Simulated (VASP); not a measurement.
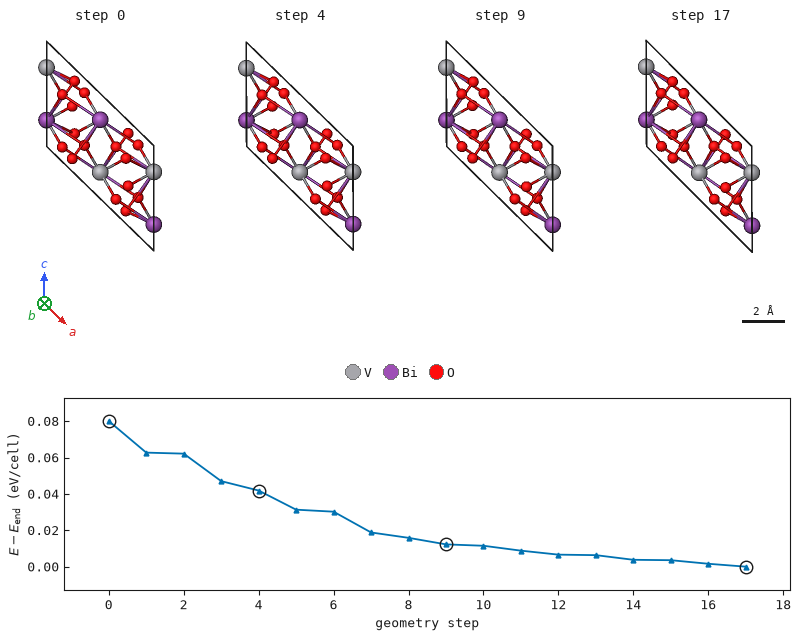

Frames of a relaxation of solid VBiO4 (set up in C2/c), marked on the history of the run. A ball-and-stick model of the conventional cell (2 times the calculation's cell), seen along the b axis. Lengths and directions refer to the drawn axes.

The run lets cell and atoms move.

Computed with Kohn-Sham DFT of a periodic cell, PBEsol, VASP PAW PBE potentials, recommended (VASP 6.6.1).

The input:
```
SYSTEM = VBiO4
  PREC = Accurate
  ENCUT = 600
  EDIFF = 1E-6
  ISMEAR = 0
  SIGMA = 0.03
  LREAL = .FALSE.
  LASPH = .TRUE.
  NELM = 80
  ALGO = Normal
  ISIF = 3
  LWAVE = .FALSE.
  LCHARG = .FALSE.
  GGA = PS
  IBRION = 2
  NSW = 90
  EDIFFG = -0.01
  KPAR = 4
```

Command:
```bash
cat potpaw_PBE.64/V_sv/POTCAR potpaw_PBE.64/Bi_d/POTCAR potpaw_PBE.64/O/POTCAR > POTCAR
mpirun -np 4 vasp_std > vasp.out
```

### What happens along the run?

The run was cut off at its time limit before the relaxation converged, so the last structure is only a point on the way. Over 17 geometry steps the energy falls by 80.1 meV per cell of the calculation. Largest force component: 0.23 eV/Å at the start, 0.089 eV/Å at the end. Pressure: −1.36 GPa at the start and 0.73 GPa at the end. The largest moves relative to the cell, 0.10 Å, are those of Bi atoms. Largest moves by element: Bi 0.10 Å, O 0.09 Å, V 0.04 Å. The drawn cell changes as follows: a 7.247 → 7.238 Å (−0.1 %), b 11.697 → 11.549 Å (−1.3 %), c 5.090 → 5.134 Å (+0.9 %), β 134.2° → 135.3°; the volume changes by −2.4 %. Near-neighbour distances that change, for instance: Bi–O 2.628 → 2.456 Å, Bi–O 2.354 → 2.455 Å, Bi–O 2.516 → 2.419 Å, Bi–O 2.372 → 2.419 Å. Among the angles between lasting bonds that change: V–O–Bi 136.7° → 133.7°, V–O–Bi 131.1° → 133.3°. The space group stays C2/c (No. 15). It ran on 4 threads of Intel(R) Xeon(R) Platinum 8488C (Sapphire Rapids) (shared host). From step 0 to 4: Bi atoms move most (0.04 Å), volume −2.6 %, energy −38.2 meV per cell of the calculation. From step 4 to 9: Bi atoms move most (0.06 Å), volume +0.4 %, energy −29.6 meV per cell of the calculation. From step 9 to 17: O atoms move most (0.04 Å), volume −0.3 %, energy −12.3 meV per cell of the calculation.
